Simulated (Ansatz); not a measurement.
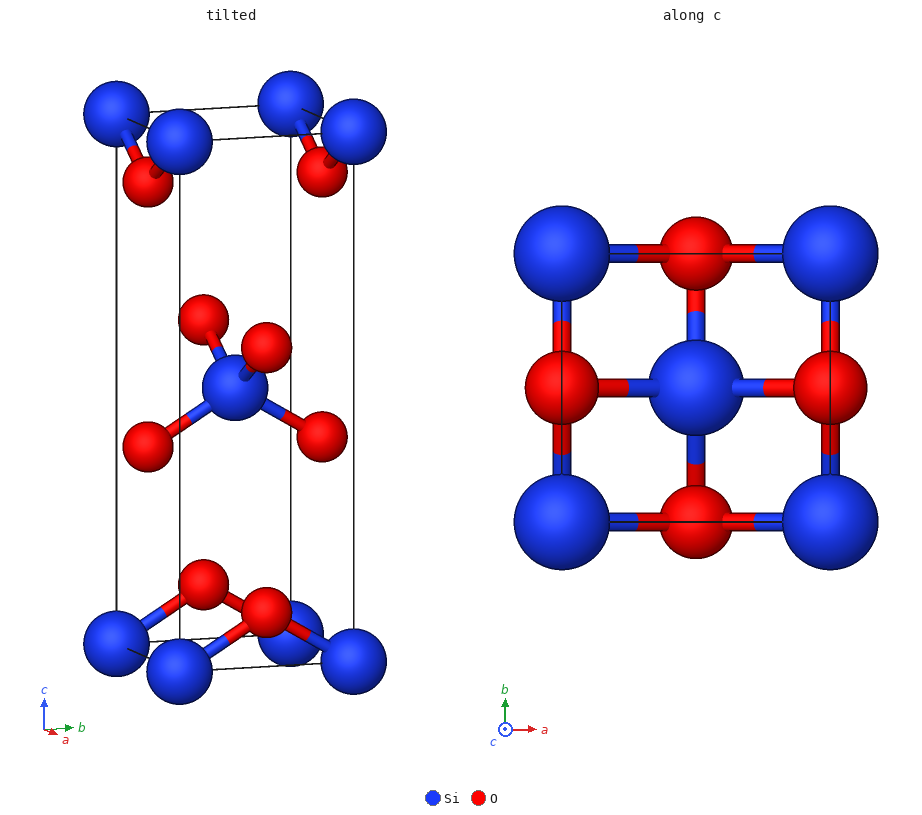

Crystal structure, ball-and-stick style, seen slightly off an axis and along the c axis. Thin lines show the conventional unit cell, with boundary atoms drawn in all their periodic places.

SiO2, space group P4_2/nmc (No. 137), a = 2.825 Å, b = 2.825 Å, c = 8.189 Å, α = 90.00°, β = 90.00°, γ = 90.00°. The initial geometry was a structure type filled with these elements by a generator (whether the compound takes this form wasn't checked). Earlier steps of the study may have refined or changed the cell and positions. A calculation with Ansatz used it as input.

This one geometry was computed with Ansatz (DFT, plane waves, PAW) at four levels of theory: PBE, r2SCAN, PBE0 and HSE06. It was relaxed beforehand with r2SCAN.

Which level gives the highest pressure at this volume, and what does that say about its equilibrium volume?

Answer. Highest: PBE (6.5 GPa), which points to the largest equilibrium volume. Lowest, with the smallest volume: r2SCAN (0.0 GPa), PBE0 (-0.1 GPa) and HSE06 (0.0 GPa). Levels within 0.5 GPa of each other can't be told apart.

How does the band gap change with the level of theory?

Answer. PBE: a gap of 5.18 eV, indirect; r2SCAN: a gap of 5.93 eV, indirect; HSE06: a gap of 7.09 eV, indirect; PBE0: a gap of 7.86 eV, indirect.

Collect the results in a table.

Answer.
| level | cutoff (eV) | k-mesh of the run's cell | gap (eV) | pressure (GPa) |
| --- | --- | --- | --- | --- |
| PBE | 420 | 10×10×4 | 5.18 | 6.5 |
| r2SCAN | 500 | 10×10×4 | 5.93 | 0.0 |
| PBE0 | 420 | 6×6×2 | 7.86 | -0.1 |
| HSE06 | 420 | 6×6×2 | 7.09 | 0.0 |

Gaps are taken on the k-mesh or band path of each run.
